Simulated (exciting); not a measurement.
# A series of single points on Sc

System: Sc (1 atom in the cell).
Method: Kohn-Sham DFT of a periodic cell, PBEsol, all-electron LAPW+lo, shipped species files, no spin polarisation (exciting sodium).

The 7 runs differ only in the geometry, by an even scaling of the cell at fixed fractional positions. The structure derives from a Materials Project entry.

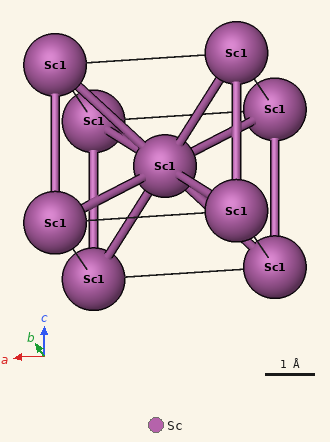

Figure 1. The structure of run 4 (ball-and-stick view of the cell 2 times as large as that of the calculation, set on its symmetry axes, seen at an oblique angle; atoms are numbered from 1 in the order of the input).

**Input of run 4**
```
<input>
  <title>Sc</title>
  <structure speciespath="./" tshift="false">
    <crystal scale="1">
      <basevect>-3.622993292981 3.622993292981 3.245799260836</basevect>
      <basevect>3.622993292981 -3.622993292981 3.245799260836</basevect>
      <basevect>3.622993292981 3.622993292981 -3.245799260836</basevect>
    </crystal>
    <species speciesfile="Sc.xml" rmt="2">
      <atom coord="0.000000000000 0.000000000000 0.000000000000"/>
    </species>
  </structure>
  <groundstate do="fromscratch" ngridk="10 10 10" rgkmax="9" gmaxvr="14" lmaxapw="10" lmaxmat="10" lmaxvr="8" xctype="GGA_PBE_SOL" stype="Fermi Dirac" swidth="0.00183747" nempty="12" ValenceRelativity="iora*" epsengy="1e-05" epspot="1e-05" maxscl="60" tforce="true" outputlevel="normal"/>
  <properties>
    <chargedensityplot>
      <plot3d>
        <box grid="17 17 17">
          <origin coord="0 0 0"/>
          <point coord="1 0 0"/>
          <point coord="0 1 0"/>
          <point coord="0 0 1"/>
        </box>
      </plot3d>
    </chargedensityplot>
    <elfplot>
      <plot3d>
        <box grid="17 17 17">
          <origin coord="0 0 0"/>
          <point coord="1 0 0"/>
          <point coord="0 1 0"/>
          <point coord="0 0 1"/>
        </box>
      </plot3d>
    </elfplot>
    <exccplot>
      <plot3d>
        <box grid="17 17 17">
          <origin coord="0 0 0"/>
          <point coord="1 0 0"/>
          <point coord="0 1 0"/>
          <point coord="0 0 1"/>
        </box>
      </plot3d>
    </exccplot>
  </properties>
</input>
```

Command:
```bash
OMP_NUM_THREADS=1 exciting_smp
```

Lattice vectors (Å) and fractional positions of run 4:
```
  -1.917205    1.917205    1.717603
   1.917205   -1.917205    1.717603
   1.917205    1.917205   -1.717603
Sc  0.000000  0.000000  0.000000
```

Run 3 has the same physical settings and fractional positions; its lattice vectors (Å) are:
```
  -1.904338    1.904338    1.706075
   1.904338   -1.904338    1.706075
   1.904338    1.904338   -1.706075
```

**Results, with one run withheld**

| run | volume per atom (Å³) | free energy per atom, from the lowest run given (meV) |
| --- | --- | --- |
| 1 | 23.738 | 0.00 |
| 2 | 24.243 | 1.16 |
| 3 | 24.748 | ? |
| 4 | 25.253 | 13.19 |
| 5 | 25.758 | 23.58 |
| 6 | 26.264 | 36.55 |
| 7 | 26.769 | 51.88 |

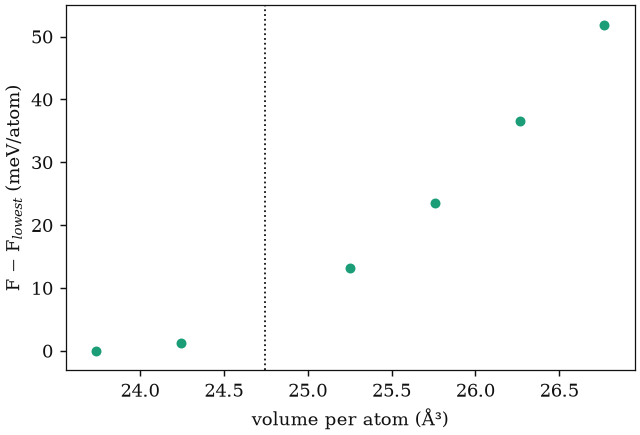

Figure 2. Free energy per atom of the runs given; the dotted line marks run 3.

Fit the runs given and predict run 3.

A cubic polynomial in V^(−2/3) (the Birch–Murnaghan form), fitted to the 6 runs given, misses them by at most 0.01 meV per atom. With x = V^(−2/3) − 0.11604 Å⁻², it reads F = 14.016 − 5991.9 x + 6.4972e+05 x² − 2.4657e+06 x³ (meV per atom). At run 3 it gives 5.64 meV per atom, and the run itself gives 5.70. The fit has its minimum at 23.824 Å³ per atom, where V d²F/dV² gives 53.6 GPa. Cell shape and fractional positions are held, so this is the stiffness under even scaling; the relaxed bulk modulus wasn't computed.

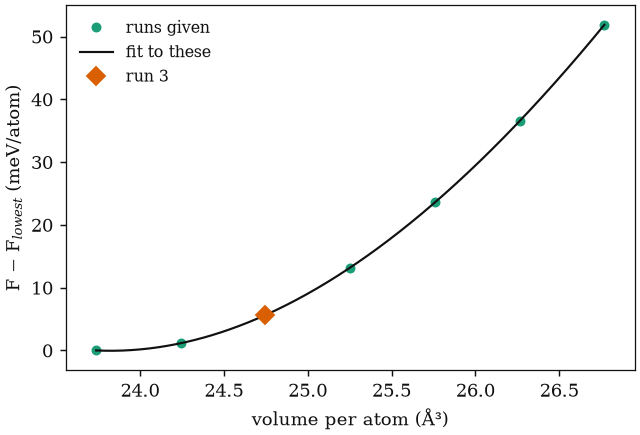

Figure 3. The fit and the withheld run.

**Some lines of the output (run 3)**
```
[...]
 Total energy                               :      -763.32663110
 Fermi energy                               :         0.24537187
 DOS at Fermi energy (states/Ha/cell)       :        71.76681904
 Absolute change in total energy   (target) :  0.200158E-04  ( 0.100000E-04)
 Total energy                               :      -763.32662925
 Fermi energy                               :         0.24537185
 DOS at Fermi energy (states/Ha/cell)       :        71.76680949
 Absolute change in total energy   (target) :  0.185277E-05  ( 0.100000E-04)
 Total energy                               :      -763.32663139
 Fermi energy                               :         0.24537186
 DOS at Fermi energy (states/Ha/cell)       :        71.76682940
 Absolute change in total energy   (target) :  0.214026E-05  ( 0.100000E-04)
 Total energy                               :      -763.32662942
 DOS at Fermi energy (states/Ha/cell)       :        71.76680858
```
